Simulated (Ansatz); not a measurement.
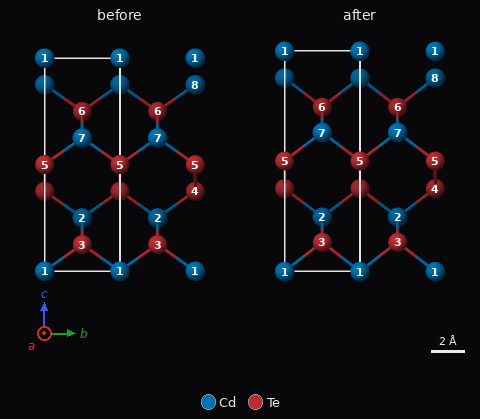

The structure of an interface cell of composition CdTe before (left) and after (right) a relaxation, at one scale.

A ball-and-stick model of the cell of the calculation, repeated 1 × 2 × 1 with one cell outlined, seen along the a axis.

Case: antiphase boundary on (0 0 1), species swapped.

Theory: Ansatz, DFT PBEsol, scalar-relativistic, plane waves, PAW. Settings: plane-wave cutoff 420 eV; k-point mesh 6 × 6 × 2; occupations gaussian; smearing width 0.05 eV; no spin polarisation; cell relaxed at fixed a, b, alpha, beta, gamma; force threshold 0.02 eV/Å; at most 45 steps.

### Summarise the run.

Over 4 accepted moves (5 points after the start) the energy falls by 0.120 eV per cell of the calculation. Largest force component: 0.6 eV/Å at the start, 0.0068 eV/Å at the end. The pressure goes from 1.90 to 0.66 GPa. The SCF was repeated once at an unchanged geometry on a basis and grid sized afresh for the cell, which shifted the energy by 1.4 meV per cell of the calculation at most. The largest moves relative to the cell, 0.077 Å, are those of Te3 and Te6. Te3 goes along +c. Largest moves by element: Te 0.077 Å, Cd 0.061 Å. The drawn cell changes as follows: a = b unchanged at 4.589 Å, c 12.979 → 13.415 Å (+3.4 %); the volume changes by +3.4 %. Near-neighbour distances that change, for instance: Cd1–Te3 2.810 → 2.902 Å, Cd2–Te4 2.810 → 2.877 Å, Cd2–Te3 2.810 → 2.763 Å, Te4–Te5 2.810 → 2.843 Å. Among the angles between lasting bonds that change: Te3–Cd1–Te3 109.5° → 104.5°, Cd1–Te3–Cd1 109.5° → 104.5°, Cd7–Te5–Cd7 109.5° → 105.8°.
